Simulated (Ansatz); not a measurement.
Al₃₂H (cell with a defect)

```xyz
33
Lattice="8.1000 0.0000 0.0000 0.0000 8.1000 0.0000 0.0000 0.0000 8.1000" Properties=species:S:1:pos:R:3 pbc="T T T"
Al    4.0460    0.0182    8.0807
Al    6.0819    2.0038    8.0800
Al    6.0720    8.0908    2.0297
Al    0.0011    8.0981    0.0006
Al    2.0271    2.0241    0.0006
Al    4.0563    4.0533    0.0076
Al    6.0719    6.0690    0.0077
Al    2.0069    0.0183    2.0197
Al    4.0564    2.0311    2.0299
Al    6.1538    3.9713    1.9473
Al    4.0562    8.0912    4.0455
Al    6.0717    2.0315    4.0451
Al    6.0818    0.0187    6.0949
Al    0.0215    4.0434    8.0800
Al    2.0070    6.0792    8.0807
Al    0.0214    2.0039    2.0195
Al    2.0344    4.0532    2.0297
Al    3.9754    6.1498    1.9493
Al    0.0212    0.0186    4.0555
Al    2.0066    2.0041    4.0555
Al    3.9744    3.9723    4.1269
Al    6.1531    6.1510    4.1270
Al    2.0270    8.0982    6.0747
Al    4.0459    2.0041    6.0948
Al    6.0718    4.0535    6.0671
Al    8.0942    6.0688    2.0300
Al    8.0938    4.0536    4.0451
Al    2.0342    6.0692    4.0456
Al    0.0011    2.0243    6.0745
Al    2.0066    4.0434    6.0948
Al    4.0562    6.0690    6.0678
Al    0.0211    6.0794    6.0948
H     5.0660    5.0596    3.0376
```

Computed without spin polarisation.

All numbers below come from Ansatz, DFT LDA, scalar-relativistic, plane waves, PAW.

Predict the valence pseudo-density and electron localisation function between the atoms.

Answer. Al–H (1.89 Å): the density is about 0.27 e/Å³ at the midpoint; the ELF climbs to about 1 towards the hydrogen.
Al–Al (2.78 Å): ρ at the midpoint is about 0.22 e/Å³; the ELF peaks at about 0.65 between the atoms.
Al–Al (2.87 Å): ρ is about 0.2 e/Å³ halfway; the ELF peaks at about 0.65 between the atoms.
Al–Al (2.87 Å): ρ is about 0.2 e/Å³ halfway; the ELF peaks at about 0.65 between the atoms.

Does the calculation make it a metal, or give it a gap?

Answer. It is metallic or semimetallic at this level of theory: no gap opens.

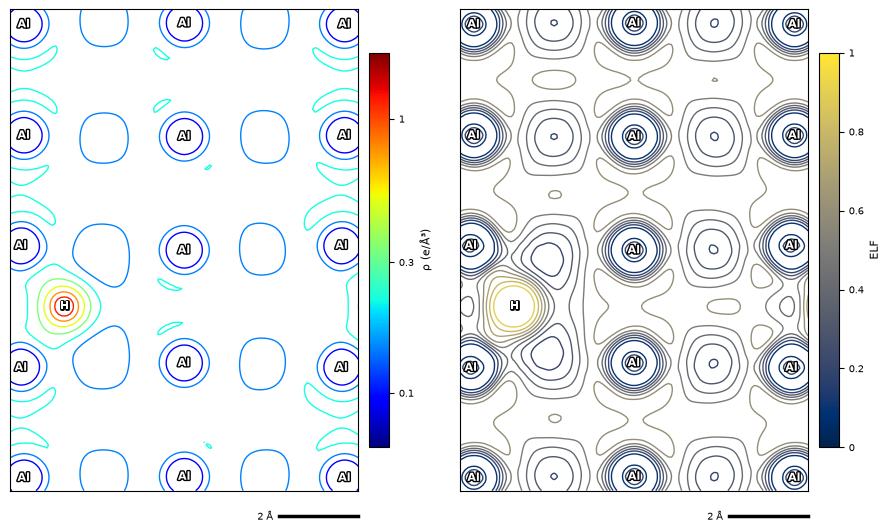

Computed valence pseudo-density and electron localisation function on the (101) plane of the calculation cell, in this order. 

The density is the valence pseudo-density of a PAW calculation; it isn't the true density close to the nuclei.
